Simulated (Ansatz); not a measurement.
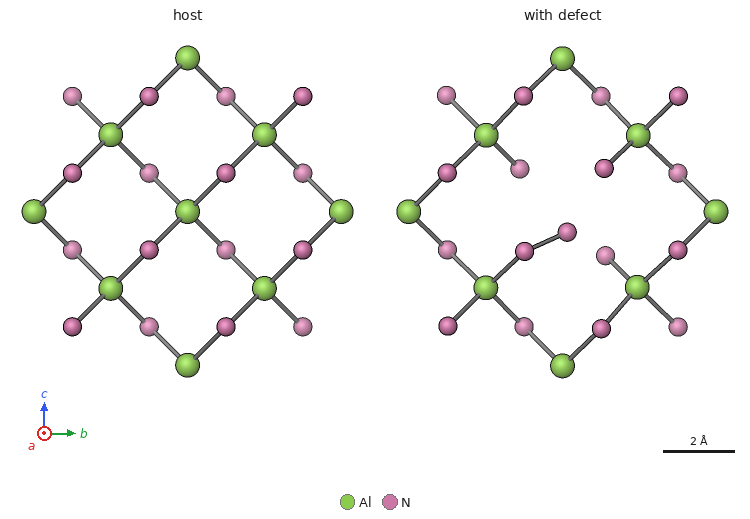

Left: perfect AlN. Right: the same region with one point defect, after relaxing the atoms in a supercell of 64 sites. Style: ball-and-stick. Shown: the atoms within 5.4 Å of one point, in a slice 3.4 Å thick across the line of sight, along the a axis.

Computed with DFT, PBEsol, PAW, plane waves in Ansatz. Set-up: plane-wave cutoff 420 eV; k-point mesh 1 × 1 × 1; mesh shifted by (0.25, 0.25, 0.25); no spin polarisation. Fermi-Dirac smearing of 0.01 eV. A uniform background neutralises the charged cell. The axes drawn are those of the host's conventional cell.

### Which defect is it?

An aluminium atom is replaced by nitrogen.

The charge state of the cell is −2.

### How does the lattice respond?

In the host the Al atom has 4 N at 1.90 Å; the N atom ends with 1 N at 1.46 Å. Of the host's atoms, a nitrogen atom moves furthest from its site, by 0.27 Å. The N atom itself moves 0.84 Å from where it was put.

Limits of the set-up: the cell is charged, on a uniform background, and energies carry no finite-size correction.
